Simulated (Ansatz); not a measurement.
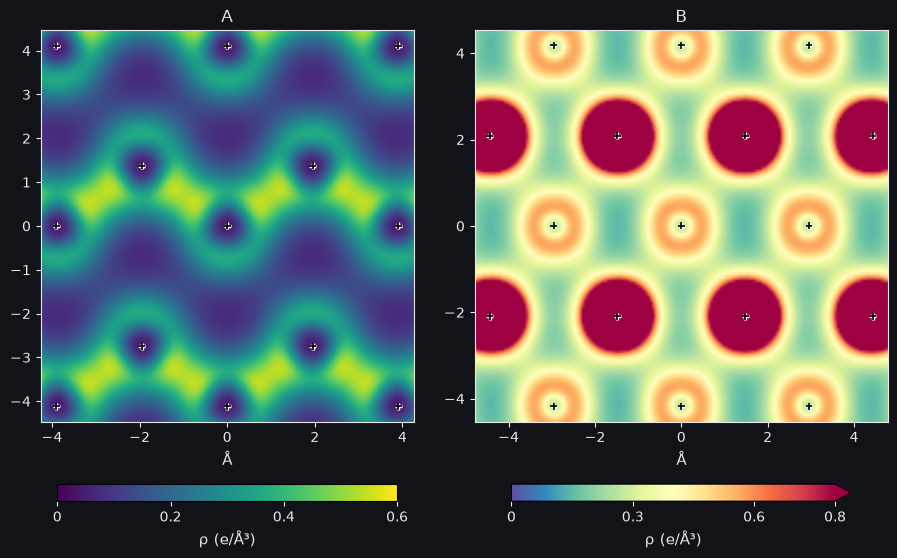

The valence pseudo-density of 2 systems, each on a plane through atoms (crosses mark nuclei in the plane).

Level of theory: Kohn-Sham DFT of a periodic cell, HSE06 form with a typed share of exact exchange, Ansatz PAW in Ansatz.

System 1: BAs, the (101̄) plane of the conventional cell. Space group Pm-3m; a generated structure, not necessarily the stable one; computed pressure about −7 GPa in this cell.

```
CELL_PARAMETERS angstrom
2.95701 0.00000 0.00000
0.00000 2.95701 0.00000
0.00000 0.00000 2.95701
ATOMIC_POSITIONS crystal
B 0.50000 0.50000 0.50000
As 0.00000 0.00000 0.00000
```

System 2: Si, the (100) plane of the conventional cell. Space group P6₄22; a generated structure, not necessarily the stable one.

```
Si
1.0
     3.90575    0.00000    0.00000
    -1.95287    3.38248    0.00000
     0.00000    0.00000    4.11666
Si
3
Direct
  0.00000 0.50000 0.33333
  0.50000 0.50000 0.66667
  0.50000 0.00000 0.00000
```

Q: Which map belongs to which system?

A: Panel A is system 2, Si: the plane holds Si. Si–Si (2.39 Å): the density is about 0.53 e/Å³ at the midpoint. Panel B is system 1, BAs: the plane holds B and As. B–As (2.56 Å): ρ is about 0.32 e/Å³ halfway.
